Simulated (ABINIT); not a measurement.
# Na: band-structure run (part 1 of 3)

System: Na (Im-3m, 1 atom in the cell).
Method: Kohn-Sham DFT of a periodic cell, r2SCAN, Ansatz NC r2SCAN, no spin polarisation (ABINIT 10.8.3).

The structure derives from an entry of the Crystallography Open Database.

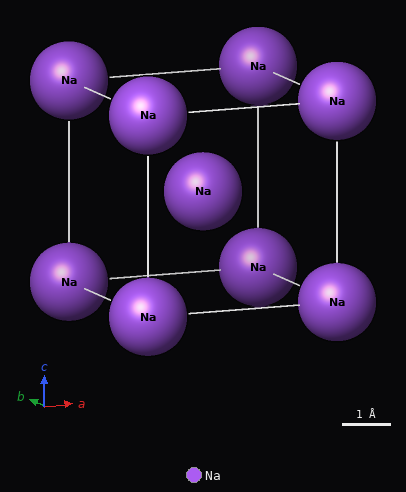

Fig. 1: The input geometry (spheres-only view of the cell 2 times as large as that of the calculation, set on its symmetry axes, seen slightly off an axis). An atom can appear more than once, as a periodic image.

The input:
```
# Datasets: ground state, then fixed potential
ndtset 2

# Pseudopotentials
pp_dirpath "./"
pseudos "Na.upf"

# Structure
acell 3.708320779 3.708320779 3.708320779 Angstrom
rprim
    -0.5773502692     0.5773502692     0.5773502692
     0.5773502692    -0.5773502692     0.5773502692
     0.5773502692     0.5773502692    -0.5773502692
ntypat 1
znucl 11
natom 1
typat 1
xcart
     0.0000000000     0.0000000000     0.0000000000

# Plane-wave basis
ecut 55.0

# Exchange and correlation
ixc -497498
usekden 1
nc_xccc_gspace 1
boxcutmin 3.0

# Bands and occupations
occopt 3
tsmear 0.05 eV

# SCF cycle
nstep 100

# Output
iomode 3
prtwf 0
prteig 0
prtebands 0
enunit 1
prtden1 1
prtkden1 1

# Dataset 1
kptopt1 1
ngkpt1 9 9 9
nshiftk1 1
shiftk1 0.0 0.0 0.0
nband1 9
tolvrs1 1.0e-9

# Dataset 2: bands along G-H-N-G-P-H
iscf2 -2
getden2 1
getkden2 1
nband2 15
nbdbuf2 4
tolwfr2 1.0e-11
kptopt2 -5
ndivsm2 8
prteig2 1
prtvol2 -3
kptbounds2
     0.0000000000     0.0000000000     0.0000000000
     0.5000000000    -0.5000000000     0.5000000000
     0.0000000000     0.0000000000     0.5000000000
     0.0000000000     0.0000000000     0.0000000000
     0.2500000000     0.2500000000     0.2500000000
     0.5000000000    -0.5000000000     0.5000000000
```

Command:
```bash
mpirun --bind-to none -np 4 abinit run.abi > log 2>&1
```

What the program printed:
```
.Version 10.8.3 of ABINIT
 DATASET    1 : space group Im -3 m (#229); Bravais cI (body-center cubic)
================================================================================
 Values of the parameters that define the memory need for DATASET  1.
     intxc =       0    ionmov =       0      iscf =       7    lmnmax =       5
     lnmax =       5     mgfft =      72  mpssoang =       3    mqgrid =    3001
     natom =       1  nloc_mem =       1    nspden =       1   nspinor =       1
    nsppol =       1      nsym =      48    n1xccc =    2501    ntypat =       1
    occopt =       3   xclevel =       2
       mpw =        5183          nfft =      373248          nkpt =          35
================================================================================
================================================================================

 DATASET    2 : space group Im -3 m (#229); Bravais cI (body-center cubic)
================================================================================
 Values of the parameters that define the memory need for DATASET  2.
     intxc =       0    ionmov =       0      iscf =      -2    lmnmax =       5
     lnmax =       5     mgfft =      72  mpssoang =       3    mqgrid =    3001
     natom =       1  nloc_mem =       1    nspden =       1   nspinor =       1
    nsppol =       1      nsym =      48    n1xccc =    2501    ntypat =       1
    occopt =       3   xclevel =       2
       mpw =        5203          nfft =      373248          nkpt =          48
================================================================================
================================================================================

--------------------------------------------------------------------------------
------------- Echo of variables that govern the present computation ------------
--------------------------------------------------------------------------------
 -outvars: echo values of preprocessed input variables --------
            acell      7.0077106593E+00  7.0077106593E+00  7.0077106593E+00 Bohr
              amu      2.29897680E+01
        boxcutmin      3.00000000E+00
             ecut      5.50000000E+01 Hartree
           enunit           1
           getden1          0
           getden2          1
          getkden1          0
          getkden2          1
             iscf1          7
             iscf2         -2
              ixc     -497498
           jdtset        1    2
           kptopt1          1
           kptopt2         -5
         kptrlatt        9    0    0      0    9    0      0    0    9
          kptrlen1     6.30693959E+01
          kptrlen2     3.00000000E+01
            natom           1
            nband1          9
            nband2         15
           nbdbuf1          0
           nbdbuf2          4
   nc_xccc_gspace           1
           ndtset           2
           ndivsm1          0
           ndivsm2          8
            ngfft          72      72      72
             nkpt1         35
             nkpt2         48
            nstep         100
             nsym          48
           ntypat           1
           occopt           3
        prtebands           0
           prteig1          0
           prteig2          1
          prtkden           1
           prtvol1          0
           prtvol2         -3
            prtwf           0
            rprim     -5.7735026920E-01  5.7735026920E-01  5.7735026920E-01
                       5.7735026920E-01 -5.7735026920E-01  5.7735026920E-01
                       5.7735026920E-01  5.7735026920E-01 -5.7735026920E-01
           shiftk1     0.00000000E+00  0.00000000E+00  0.00000000E+00
           shiftk2     5.00000000E-01  5.00000000E-01  5.00000000E-01
          spgroup         229
           tolvrs1     1.00000000E-09
           tolvrs2     0.00000000E+00
           tolwfr1     0.00000000E+00
           tolwfr2     1.00000000E-11
           tsmear      1.83746611E-03 Hartree
            typat      1
          usekden           1
            znucl       11.00000

================================================================================

 chkinp: Checking input parameters for consistency, jdtset=   1.

 chkinp: Checking input parameters for consistency, jdtset=   2.

================================================================================
== DATASET  1 ==================================================================

--- !DatasetInfo
iteration_state: {dtset: 1, }
dimensions: {natom: 1, nkpt: 35, mband: 9, nsppol: 1, nspinor: 1, nspden: 1, mpw: 5183, }
cutoff_energies: {ecut:  55.0, pawecutdg:  -1.0, }
electrons: {nelect:   9.00000000E+00, charge:   0.00000000E+00, occopt:   3.00000000E+00, tsmear:   1.83746611E-03, }
meta: {optdriver: 0, ionmov: 0, optcell: 0, iscf: 7, paral_kgb: 0, }
...

 Real(R)+Recip(G) space primitive vectors, cartesian coordinates (Bohr,Bohr^-1):
 R(1)= -4.0459036  4.0459036  4.0459036  G(1)=  0.0000000  0.1235818  0.1235818
 R(2)=  4.0459036 -4.0459036  4.0459036  G(2)=  0.1235818  0.0000000  0.1235818
 R(3)=  4.0459036  4.0459036 -4.0459036  G(3)=  0.1235818  0.1235818  0.0000000
 Unit cell volume ucvol=  2.6491503E+02 bohr^3
 Angles (23,13,12)=  1.09471221E+02  1.09471221E+02  1.09471221E+02 degrees

 getcut: wavevector=  0.0000  0.0000  0.0000  ngfft=  72  72  72
         ecut(hartree)=     55.000   => boxcut(ratio)=   3.07758

 getcut : COMMENT -
  Note that boxcut > 2.2 ; recall that boxcut=Gcut(box)/Gcut(sphere) = 2
  is sufficient for exact treatment of convolution.
  Such a large boxcut is a waste : you could raise ecut
  e.g. ecut=  130.233415 Hartrees makes boxcut=2

--- Pseudopotential description ------------------------------------------------
- pspini: atom type   1  psp file is ./Na.upf
12 -645642 2 -1 2501                          pspcod,pspxc,lmax,lloc,mmax
     nproj     2     2     1

   6.96828044E+01                                ecore*ucvol(ha*bohr**3)
--------------------------------------------------------------------------------

================================================================================

--- !BeginCycle
iteration_state: {dtset: 1, }
solver: {iscf: 7, nstep: 100, nline: 4, wfoptalg: 0, }
tolerances: {tolvrs: 1.00E-09, }
...

     iter   Etot(hartree)      deltaE(h)  residm     vres2
 ETOT  1  -46.017620184084    -4.602E+01 1.951E-01 8.528E+02
 ETOT  2  -46.046532127269    -2.891E-02 7.741E-04 9.067E+01
 ETOT  3  -46.046924172845    -3.920E-04 1.800E-04 6.441E+01
 ETOT  4  -46.047052018141    -1.278E-04 4.737E-05 1.025E+01
 ETOT  5  -46.047063157983    -1.114E-05 1.670E-05 8.270E-01
 ETOT  6  -46.047062522803     6.352E-07 3.112E-06 3.844E-01
 ETOT  7  -46.047063416283    -8.935E-07 1.058E-06 7.129E-04
 ETOT  8  -46.047063424464    -8.182E-09 1.724E-07 1.222E-04
 ETOT  9  -46.047063424530    -6.565E-11 5.257E-08 1.786E-06
 ETOT 10  -46.047063424545    -1.462E-11 8.341E-09 5.974E-07
 ETOT 11  -46.047063424533     1.125E-11 2.317E-09 7.342E-09
 ETOT 12  -46.047063424544    -1.089E-11 3.913E-10 8.534E-11

 At SCF step   12       vres2   =  8.53E-11 < tolvrs=  1.00E-09 =>converged.

Result for kinetic energy density :

--------------------------------------------------------------------------------
 Total kinetic energy density [Ha/Bohr^3]
)     Maximum=    4.0165E+01  at reduced coord.    0.0000    0.0000    0.0000
)     Minimum=    2.6835E-04  at reduced coord.    0.7500    0.5000    0.2500
   Integrated=    2.8700E+01
--------------------------------------------------------------------------------

 Cartesian components of stress tensor (hartree/bohr^3)
  sigma(1 1)=  1.04050486E-05  sigma(3 2)=  0.00000000E+00
  sigma(2 2)=  1.04050486E-05  sigma(3 1)=  0.00000000E+00
  sigma(3 3)=  1.04050486E-05  sigma(2 1)=  0.00000000E+00

--- !ResultsGS
iteration_state: {dtset: 1, }
comment   : Summary of ground state results
lattice_vectors:
- [ -4.0459036,   4.0459036,   4.0459036, ]
- [  4.0459036,  -4.0459036,   4.0459036, ]
- [  4.0459036,   4.0459036,  -4.0459036, ]
lattice_lengths: [   7.00771,    7.00771,    7.00771, ]
lattice_angles: [109.471, 109.471, 109.471, ] # degrees, (23, 13, 12)
lattice_volume:   2.6491503E+02
convergence: {deltae: -1.089E-11, res2:  8.534E-11, residm:  3.913E-10, diffor: null, }
etotal    :  -4.60470634E+01
entropy   :   0.00000000E+00
fermie    :   2.32702509E-02
cartesian_stress_tensor: # hartree/bohr^3
- [  1.04050486E-05,   0.00000000E+00,   0.00000000E+00, ]
- [  0.00000000E+00,   1.04050486E-05,   0.00000000E+00, ]
- [  0.00000000E+00,   0.00000000E+00,   1.04050486E-05, ]
pressure_GPa:  -3.0613E-01
xred      :
- [  0.0000E+00,   0.0000E+00,   0.0000E+00, Na]
cartesian_forces: # hartree/bohr
- [ -0.00000000E+00,  -0.00000000E+00,  -0.00000000E+00, ]
force_length_stats: {min:   0.00000000E+00, max:   0.00000000E+00, mean:   0.00000000E+00, }
...

 Integrated electronic density in atomic spheres:
 ------------------------------------------------
 Atom  Sphere_radius  Integrated_density
    1        2.00000          7.94231596
================================================================================

 ----iterations are completed or convergence reached----

 Mean square residual over all n,k,spin=   16.668E-13; max=  39.127E-11
 reduced coordinates (array xred) for    1 atoms
       0.000000000000      0.000000000000      0.000000000000
 rms dE/dt=  0.0000E+00; max dE/dt=  0.0000E+00; dE/dt below (all hartree)
    1       0.000000000000      0.000000000000      0.000000000000

 cartesian coordinates (angstrom) at end:
    1      0.00000000000000     0.00000000000000     0.00000000000000

 cartesian forces (hartree/bohr) at end:
    1     -0.00000000000000    -0.00000000000000    -0.00000000000000
 frms,max,avg= 0.0000000E+00 0.0000000E+00   0.000E+00  0.000E+00  0.000E+00 h/b

 cartesian forces (eV/Angstrom) at end:
    1     -0.00000000000000    -0.00000000000000    -0.00000000000000
 frms,max,avg= 0.0000000E+00 0.0000000E+00   0.000E+00  0.000E+00  0.000E+00 e/A
 length scales=  7.007710659323  7.007710659323  7.007710659323 bohr
              =  3.708320779000  3.708320779000  3.708320779000 angstroms
 Fermi (or HOMO) energy (eV) =   0.63322   Average Vxc (eV)=  -6.59611
 Eigenvalues (   eV  ) for nkpt=  35  k points:
 kpt#   1, nband=  9, wtk=  0.00137, kpt=  0.0000  0.0000  0.0000 (reduced coord)
 -54.98845  -25.39432  -25.39432  -25.39432   -2.72706   12.89625   12.89625   12.89625
  14.00900
 prteigrs : prtvol=0 or 1, do not print more k-points.

--- !EnergyTerms
iteration_state     : {dtset: 1, }
comment             : Components of total free energy in Hartree
kinetic             :  2.86999783215974E+01
hartree             :  2.09566104971972E+01
xc                  : -6.99401155111938E+00
Ewald energy        : -1.82145903583719E+01
psp_core            :  2.63038322011979E-01
local_psp           : -5.82311572609488E+01
non_local_psp       : -1.25268134216528E+01
internal            : -4.60469454512862E+01
'-kT*entropy'       : -1.17973257911889E-04
total_energy        : -4.60470634245442E+01
total_energy_eV     : -1.25300442833846E+03
band_energy         : -9.66857003626355E+00
...

 Cartesian components of stress tensor (hartree/bohr^3)
  sigma(1 1)=  1.04050486E-05  sigma(3 2)=  0.00000000E+00
  sigma(2 2)=  1.04050486E-05  sigma(3 1)=  0.00000000E+00
  sigma(3 3)=  1.04050486E-05  sigma(2 1)=  0.00000000E+00

-Cartesian components of stress tensor (GPa)         [Pressure= -3.0613E-01 GPa]
- sigma(1 1)=  3.06127100E-01  sigma(3 2)=  0.00000000E+00
- sigma(2 2)=  3.06127100E-01  sigma(3 1)=  0.00000000E+00
- sigma(3 3)=  3.06127100E-01  sigma(2 1)=  0.00000000E+00

================================================================================
== DATASET  2 ==================================================================

--- !DatasetInfo
iteration_state: {dtset: 2, }
dimensions: {natom: 1, nkpt: 48, mband: 15, nsppol: 1, nspinor: 1, nspden: 1, mpw: 5203, }
cutoff_energies: {ecut:  55.0, pawecutdg:  -1.0, }
electrons: {nelect:   9.00000000E+00, charge:   0.00000000E+00, occopt:   3.00000000E+00, tsmear:   1.83746611E-03, }
meta: {optdriver: 0, ionmov: 0, optcell: 0, iscf: -2, paral_kgb: 0, }
...

 mkfilename : getden/=0, take file _DEN from output of DATASET   1.

 mkfilename : getkden/=0, take file _KDEN from output of DATASET   1.

 Real(R)+Recip(G) space primitive vectors, cartesian coordinates (Bohr,Bohr^-1):
 R(1)= -4.0459036  4.0459036  4.0459036  G(1)=  0.0000000  0.1235818  0.1235818
 R(2)=  4.0459036 -4.0459036  4.0459036  G(2)=  0.1235818  0.0000000  0.1235818
 R(3)=  4.0459036  4.0459036 -4.0459036  G(3)=  0.1235818  0.1235818  0.0000000
 Unit cell volume ucvol=  2.6491503E+02 bohr^3
 Angles (23,13,12)=  1.09471221E+02  1.09471221E+02  1.09471221E+02 degrees

 getcut: wavevector=  0.0000  0.0000  0.0000  ngfft=  72  72  72
         ecut(hartree)=     55.000   => boxcut(ratio)=   3.07758

 getcut : COMMENT -
  Note that boxcut > 2.2 ; recall that boxcut=Gcut(box)/Gcut(sphere) = 2
  is sufficient for exact treatment of convolution.
  Such a large boxcut is a waste : you could raise ecut
  e.g. ecut=  130.233415 Hartrees makes boxcut=2

--------------------------------------------------------------------------------
```
